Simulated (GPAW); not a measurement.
**Optical response of ZnS (Wurtzite-2H)**

Aim: the dielectric function of ZnS (Wurtzite-2H), and the optical constants that follow from it. The cell comes from an older database entry, whose edges can differ from later determinations, mostly by under a per cent.

Method: DFT, PBE, plane-wave PAW (GPAW data sets), scalar-relativistic, RPA, optical limit, in GPAW 26.7.0.

The database entry behind the starting cell differs from later determinations by our own check (about 0.4 % short), so it need not match the best structure at ambient conditions.

## 1. Set-up

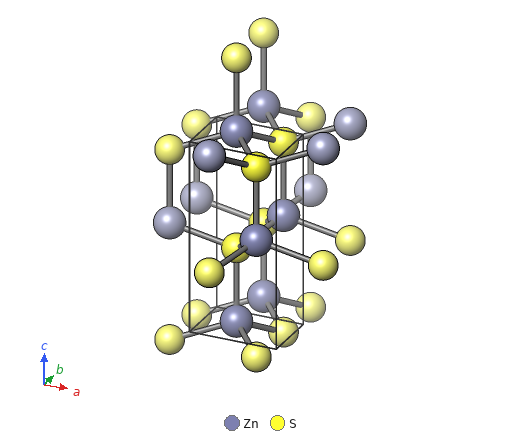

The starting structure, seen slightly off an axis (zinc blue, sulfur yellow). 1×2×1 cells are drawn. Some periodic images of atoms are drawn too.

## 2. Ground state

First the ground state: is it a metal or has it a gap?

This step: DFT, PBE, plane-wave PAW (GPAW data sets), scalar-relativistic, ground state (GPAW 26.7.0).

File gs.py:

```python
from ase import Atoms
from ase.dft.bandgap import bandgap
from gpaw import GPAW, PW, FermiDirac

atoms = Atoms(['Zn', 'Zn', 'S', 'S'],
              cell=[[3.810999999987, 0.000000000000, 0.000000000000],
                    [-1.905499999994, 3.300422813811, 0.000000000000],
                    [0.000000000000, 0.000000000000, 6.234000000000]],
              scaled_positions=[[0.666666666667, 0.333333333333, 0.500000000000],
                                [0.333333333333, 0.666666666667, 0.000000000000],
                                [0.666666666667, 0.333333333333, 0.885000000000],
                                [0.333333333333, 0.666666666667, 0.385000000000]],
              pbc=[True, True, True])
atoms.calc = GPAW(mode=PW(500), xc='PBE', kpts={'size': (7, 7, 4), 'gamma': True},
                  occupations=FermiDirac(0.05), maxiter=150, txt='gs.txt')
print('energy (eV)', atoms.get_potential_energy())
print('Fermi level (eV)', atoms.calc.get_fermi_level())
print('valence electrons', atoms.calc.get_number_of_electrons())
print('gap (eV)', bandgap(atoms.calc, output=None)[0])
print('direct gap (eV)', bandgap(atoms.calc, direct=True, output=None)[0])
atoms.calc.write('gs.gpw')
```

Launch:

```bash
$ OMP_NUM_THREADS=1 python gs.py
```

Numbers of over 12 decimals in the logs are rounded to 6 here.

Log:

```text
__  _  _
 | _ |_)|_||  |
 |__||  | ||/\| - 26.7.0

Versions:
  Python: 3.12.14
  ASE:    3.29.0
  Numpy:  2.5.5
  Scipy:  1.18.1
  Libxc:  7.0.0

Input parameters:
  mode=PW(ecut=500.0),
  kpts=MonkhorstPack(size=(7, 7, 4), gamma=True),
  maxiter=150,
  occupations=Occupations(name='fermi-dirac', width=0.05, fixmagmom=False),
  xc=XC(name='PBE')

Diagonalizing LCAO Hamiltonian
Converting LCAO to pw mode

            S

            Zn
        S

        Zn

Atoms  # Å, Bohr magnetons
|   | symbol |         x |        y |        z |    initial magnetic moments |
| 0 |     Zn |  1.905500 | 1.100141 | 3.117000 | ( 0.0000,  0.0000,  0.0000) |
| 1 |     Zn | -0.000000 | 2.200282 | 0.000000 | ( 0.0000,  0.0000,  0.0000) |
| 2 |      S |  1.905500 | 1.100141 | 5.517090 | ( 0.0000,  0.0000,  0.0000) |
| 3 |      S | -0.000000 | 2.200282 | 2.400090 | ( 0.0000,  0.0000,  0.0000) |

Unit cell  # Å
| periodic |         x |        y |        z |  lengths |     angles |
|      yes |  3.811000 | 0.000000 | 0.000000 | 3.811000 |  90.000000 |
|      yes | -1.905500 | 3.300423 | 0.000000 | 3.811000 |  90.000000 |
|      yes |  0.000000 | 0.000000 | 6.234000 | 6.234000 | 120.000000 |

Number of symmetries: 6
Symmetry operations  # r_c * U_cc + t_c -> r_c
|   | kind |            matrix            |
| 0 |  σ   |  1, 1, 0,  0,-1, 0,  0, 0, 1 |
| 1 |  E   |  1, 0, 0,  0, 1, 0,  0, 0, 1 |
| 2 |  C3  |  0, 1, 0, -1,-1, 0,  0, 0, 1 |
| 3 |  σ   |  0,-1, 0, -1, 0, 0,  0, 0, 1 |
| 4 |  σ   | -1, 0, 0,  1, 1, 0,  0, 0, 1 |
| 5 |  C3  | -1,-1, 0,  1, 0, 0,  0, 0, 1 |

BZ-sampling:
  Number of BZ points: 196
  Number of IBZ points: 28

  Monkhorst-Pack size: [7, 7, 4]
  Monkhorst-Pack shift: [0.0, 0.0, 0.125]

K-points  # in reciprocal-cell coordinates
|     |                                coordinates |     weight |
|   0 | (  0.00000000,   0.00000000,   0.00000000) | 0.00510204 |
|   1 | (  0.00000000,   0.00000000,   0.25000000) | 0.01020408 |
|   2 | (  0.00000000,   0.00000000,   0.50000000) | 0.00510204 |
|   3 | (  0.14285714,   0.00000000,  -0.25000000) | 0.03061224 |
|   4 | (  0.14285714,   0.00000000,   0.00000000) | 0.03061224 |
|   5 | (  0.14285714,   0.00000000,   0.25000000) | 0.03061224 |
|   6 | (  0.14285714,   0.00000000,   0.50000000) | 0.03061224 |
|   7 | (  0.28571429,  -0.14285714,   0.00000000) | 0.03061224 |
|   8 | (  0.28571429,  -0.14285714,   0.25000000) | 0.06122449 |
|   9 | (  0.28571429,  -0.14285714,   0.50000000) | 0.03061224 |
| ... |                                            |            |
|  27 | (  0.42857143,   0.42857143,   0.50000000) | 0.03061224 |

Plane wave coefficients: 2006
Cutoff: 500.0 eV

Spin-components: 1 (collinear spins)
Bands:           26
Projectors:      22
Spin-degeneracy: 2
Datatype:        complex128

Parallelization:
  kpt:    1
  domain: 1
  band:   1

Density:
  Valence electrons: 36.0
  Components: 1
  Grid points: [20 20 35]
  Charge: 0.0  # |e|

Potential:
  Grid points: [20 20 35]

species:
  Zn:
    name:    Zinc
    id:
    Z:       30.0
    valence: 12
    core:    18
    charge:  0.0  # [|e|]
    compensation charges:
      type: gauss
      rc: 0.37  # [Å]
      lmax: 2
    cutoffs:
      filter: 2.14  # [Å]
      core: 2.28  # [Å]
    projectors
    | kind |    occ | energy [eV] | rcut [Å] |
    |   4s |  2.000 |      -5.977 |    1.286 |
    |   4p |  0.000 |      -1.117 |    1.270 |
    |   3d | 10.000 |     -10.142 |    1.180 |
    |    s |        |      21.234 |    1.286 |
    |    p |        |      26.095 |    1.270 |
    |    d |        |      17.070 |    1.180 |

    Using partial waves for Zn as LCAO basis

  S:
    name:    Sulfur
    id:
    Z:       16.0
    valence: 6
    core:    10
    charge:  0.0  # [|e|]
    compensation charges:
      type: gauss
      rc: 0.24  # [Å]
      lmax: 2
    cutoffs:
      filter: 1.77  # [Å]
      core: 1.66  # [Å]
    projectors
    | kind |    occ | energy [eV] | rcut [Å] |
    |   3s |  2.000 |     -17.254 |    0.974 |
    |   3p |  4.000 |      -7.008 |    0.979 |
    |    s |        |       9.957 |    0.974 |
    |    p |        |      20.203 |    0.979 |
    |    d |        |       0.000 |    0.900 |

    Using partial waves for S as LCAO basis

Reference energy: -119437.893101  # eV

eigensolver:
  PPCG
  Converge bands: occupied
  niter=2

density mixing:
  MSR1-Mixer
  Pratt-step length: 0.05
  Maximum mixing coefficient: 0.75
  Old densities: 10
  SVD Regularization: 0.005
  Good broyden scale: 1.0
  Trust region scale: 1.0
  Backstep threshold: 4.0
  History deletion threshold: 6.0
  Fourier metric: weight=20.0, sigma=0.015

occupation numbers:
  Fermi-Dirac:
    width: 0.0500  # eV

poisson solver:
  ecut: 4000.0  # eV

xc functional:
  name: PBE with 2 nearest neighbor stencil

convergence criteria:
- Maximum [total energy] change in last 3 cyles: 0.0005 eV / valence electron
- Maximum integral of absolute [dens]ity change: 0.0001 electrons / valence electron
- Maximum integral of absolute [eigenst]ate change: 4e-08 eV^2 / valence electron
maximum number of iterations: 150

SCF iterations
|iter     |      energy | eigst |  dens |
|iter:   1||  -14.498054 | +0.38 |       |
|iter:   2||  -14.358966 | -0.76 | -1.18 |
|iter:   3||  -13.785089 | -1.20 | -1.23 |
|iter:   4||  -13.787894 | -2.31 | -1.81 |
|iter:   5||  -13.791101c| -3.42 | -2.24 |
|iter:   6||  -13.790937c| -3.91 | -2.92 |
|iter:   7||  -13.790995c| -4.51 | -3.48 |
|iter:   8||  -13.791011c| -5.22 | -3.82 |
|iter:   9||  -13.791011c| -7.24 | -4.88c|
|iter:  10||  -13.791011c| -8.57c| -5.20c|

Converged in 10 steps
SCF loop duration: 20.391 s (2.039 s/step)
Energy contributions relative to reference atoms: (reference = -119437.893101)

Energy contributions:
  Kinetic:          23.245057
  Coulomb:         -19.543404
  Zero:              0.054921
  External:          0.000000
  Xc:              -17.547585
  Entropy:          -0.000000
  Spinorbit:         0.000000
  ----------------------------
  Free energy:     -13.791011
  Extrapolated:    -13.791011

dipole moment: (-0.000002, 0.000002, -7.469642)  # |e|*Ang

Fermi level: 4.766
Eigenvalues  # (at kpt = [0.000, 0.000, 0.000])
| band index |      eig [eV] | occ [0-2] |
|          0 |        -9.372 |     2.000 |
|        ... |               |           |
|         10 |        -1.970 |     2.000 |
|         11 |        -1.812 |     2.000 |
|         12 |        -1.339 |     2.000 |
|         13 |         2.963 |     2.000 |
|         14 |         2.963 |     2.000 |
|         15 |         3.808 |     2.000 |
|         16 |         3.808 |     2.000 |
|         17 |         3.819 |     2.000 |
|         18 |         6.062 |     0.000 |
|         19 |         6.811 |     0.000 |
|         20 |        10.096 |     0.000 |
|         21 |        10.096 |     0.000 |
|         22 |        10.400 |     0.000 |
|         23 |        11.402 |     0.000 |
|         24 |        11.402 |     0.000 |
|         25 |        13.116 |     0.000 |

Gap: 2.244 eV
Transition (v -> c):
  (s=0, k=0, n=17, [0.00, 0.00, 0.00]) -> (s=0, k=0, n=18, [0.00, 0.00, 0.00])
No difference between direct/indirect transitions

--- standard output ---
energy (eV) -13.791011
Fermi level (eV) 4.765821
valence electrons 36.0
gap (eV) 2.243668
direct gap (eV) 2.243668
```

It took 22 s on 1 thread of Arm Neoverse V2, shared host; peak memory 0.17 GiB.

This step gave:

- energy: -13.79 eV
- Fermi energy: 4.766 eV
- gap on the k-mesh: 2.244 eV
- direct gap on the mesh: 2.244 eV
- electrons: 36

There is a gap, 2.24 eV on this mesh (points off the mesh can give less), so no carriers' term is needed.

## 3. Bands for the response

The response needs many more empty bands than the density does.

This step: DFT, PBE, plane-wave PAW (GPAW data sets), scalar-relativistic, bands at fixed density (GPAW 26.7.0).

File nscf.py:

```python
from ase.dft.bandgap import bandgap
from gpaw import GPAW, FermiDirac

calc = GPAW('gs.gpw').fixed_density(kpts={'size': (10, 10, 5), 'gamma': True}, nbands=62, convergence={'bands': 56},
                                    occupations=FermiDirac(0.001), txt='nscf.txt')
print('gap (eV)', bandgap(calc, output=None)[0])
print('direct gap (eV)', bandgap(calc, direct=True, output=None)[0])
print('top band over the Fermi level (eV)', min(calc.get_eigenvalues(kpt=k)[55] for k in range(len(calc.get_ibz_k_points()))) - calc.get_fermi_level())
calc.write('full.gpw', mode='all')
```

Launch:

```bash
$ OMP_NUM_THREADS=1 python nscf.py
```

Log:

```text
Diagonalizing LCAO Hamiltonian
Converting LCAO to pw mode
convergence criteria:
- Maximum integral of absolute [eigenst]ate change: 4e-08 eV^2 / valence electron
maximum number of iterations: 150

SCF iterations
|iter     |      energy | eigst |  dens |
|iter:   1||             | +3.84 |       |
|iter:   2||             | +2.64 |       |
|iter:   3||             | +2.01 |       |
|iter:   4||             | +1.14 |       |
|iter:   5||             | +0.38 |       |
|iter:   6||             | -0.50 |       |
|iter:   7||             | -1.26 |       |
|iter:   8||             | -2.13 |       |
|iter:   9||             | -2.87 |       |
|iter:  10||             | -3.71 |       |
|iter:  11||             | -4.42 |       |
|iter:  12||             | -5.22 |       |
|iter:  13||             | -5.95 |       |
|iter:  14||             | -6.80 |       |
|iter:  15||             | -7.37 |       |
|iter:  16||             | -7.73c|       |
SCF steps: 16
  __  _  _
 | _ |_)|_||  |
 |__||  | ||/\| - 26.7.0

Versions:
  Python: 3.12.14
  ASE:    3.29.0
  Numpy:  2.5.5
  Scipy:  1.18.1
  Libxc:  7.0.0

Input parameters:
  mode=PW(ecut=500.0),
  convergence={'bands': 56},
  gpts=array([20, 20, 35]),
  kpts=MonkhorstPack(size=(10, 10, 5), gamma=True),
  maxiter=150,
  nbands=62,
  occupations=Occupations(name='fermi-dirac', width=0.001, fixmagmom=False),
  parallel={},
  xc=XC(name='PBE')

--- standard output ---
gap (eV) 2.243668
direct gap (eV) 2.243668
top band over the Fermi level (eV) 28.470622
```

Run time: 2.8 min. Hardware: 1 thread; peak memory 0.3 GiB.

## 4. Dielectric function, RPA

Transitions between filled and empty bands, summed over the zone, give the optical response, so mesh, band count and broadening shape it.

The induced potential is part of this response.

This step: DFT, PBE, plane-wave PAW (GPAW data sets), scalar-relativistic, RPA, optical limit (GPAW 26.7.0).

File df.py:

```python
from gpaw.response.df import DielectricFunction

df = DielectricFunction('full.gpw', frequencies={'type': 'nonlinear', 'domega0': 0.03, 'omega2': 8},
                        ecut=60,
                        eta=0.2,
                        nbands=56,
                        txt='df.txt')
for direction in ['x', 'z']:
    df.get_dielectric_function(xc='RPA', direction=direction, filename=f'df_{direction}.csv')
```

Launch:

```bash
$ OMP_NUM_THREADS=1 python df.py
```

Log:

```text
Using integrator: PointIntegrator
NonLinearFrequencyDescriptor(from 0.000 to 44.848 eV, 451 points)
Nonperiodic BCs:  [False False False]
Using integrator: PointIntegrator
NonLinearFrequencyDescriptor(from 0.000 to 44.848 eV, 451 points)
Nonperiodic BCs:  [False False False]

Calculating chi0 body with:
    Ground state adapter containing:
    Number of spins: 1
    Number of kpoints: 500
    Number of irreducible kpoints: 58
    Number of completely occupied states: 18
    Number of partially occupied states: 18

    Linear response parametrization:
    q_c: [0.0, 0.0, 0.0]
    Number of frequency points: 451
    Planewave cutoff: 60.0
    Number of bands: 56
    Number of planewaves: 97
    Broadening (eta): 0.2

Integrating chi0 body.

Symmetries of q_c:
    Direct symmetries (Uq -> q): 6
    Indirect symmetries (TUq -> q): 6
In total 12 allowed symmetries.

58 groups of equivalent kpoints. 88.4% reduction.

Integral kind: spectral function

Calculating chi0 optical extensions with:
    Ground state adapter containing:
    Number of spins: 1
    Number of kpoints: 500
    Number of irreducible kpoints: 58
    Number of completely occupied states: 18
    Number of partially occupied states: 18

    Linear response parametrization:
    Number of frequency points: 451
    Planewave cutoff: 60.0
    Number of bands: 56
    Number of planewaves: 97
    Broadening (eta): 0.2
Integrating chi0 head and wings.

Symmetries of q_c:
    Direct symmetries (Uq -> q): 6
    Indirect symmetries (TUq -> q): 6
In total 12 allowed symmetries.

58 groups of equivalent kpoints. 88.4% reduction.

Integral kind: spectral function wings
```

Wall time 25 s (1 thread); peak memory 0.44 GiB.

Read-outs, printed or worked out from the files:

```
electronic dielectric constant ε∞, mean over x, y and z (by symmetry where fewer were run) : 5.522
main peak of Im epsilon, first axis                                                        : 5.531 eV
```

Some rows of df_x.csv (energy; Re and Im without local fields; Re and Im with them):

```text
0.000000, 6.191391, -0.000000, 5.493559, -0.000000
0.555532, 6.243533, 0.038583, 5.539504, 0.034063
1.143969, 6.426211, 0.090579, 5.701365, 0.080756
1.768324, 6.836769, 0.205132, 6.071211, 0.188872
2.431988, 7.279512, 0.566068, 6.428451, 0.542367
3.138794, 7.933958, 1.210774, 6.931004, 1.158067
3.893091, 8.923798, 2.954620, 7.652581, 2.744383
4.699832, 9.282385, 6.065077, 7.758380, 5.336408
5.564682, 5.601145, 10.442893, 4.537146, 8.802312
6.494155, 3.629013, 10.121677, 2.771534, 7.232082
7.495775, -1.268322, 7.836107, -0.114201, 5.845103
8.578281, -2.127637, 5.906660, -0.163284, 4.758604
9.751884, -1.645000, 3.103688, -0.786168, 2.774917
11.028587, -1.908060, 1.856634, -1.259475, 2.284109
12.422601, -1.218663, 1.273774, -0.852097, 1.578317
13.950874, -0.687116, 0.828152, -0.444247, 0.965678
15.633783, -0.324247, 0.543736, -0.157166, 0.619173
17.496047, -0.045275, 0.385334, 0.137031, 0.466180
19.567954, 0.146467, 0.309503, 0.257515, 0.410302
```

(Part 1 of 2 ends here.)

[Machine, clock and banner lines and Python warnings are left out of the logs.]

[Logs are printed without paths, hosts, clocks, repeated set-up lines and the standing remarks that a program may print on its own settings, such as how far it seeks lower states.]

[Hosts, paths, dates, database ids (printed as entryN), source tags and the programs' standing remarks are cut or masked in the printed files.]
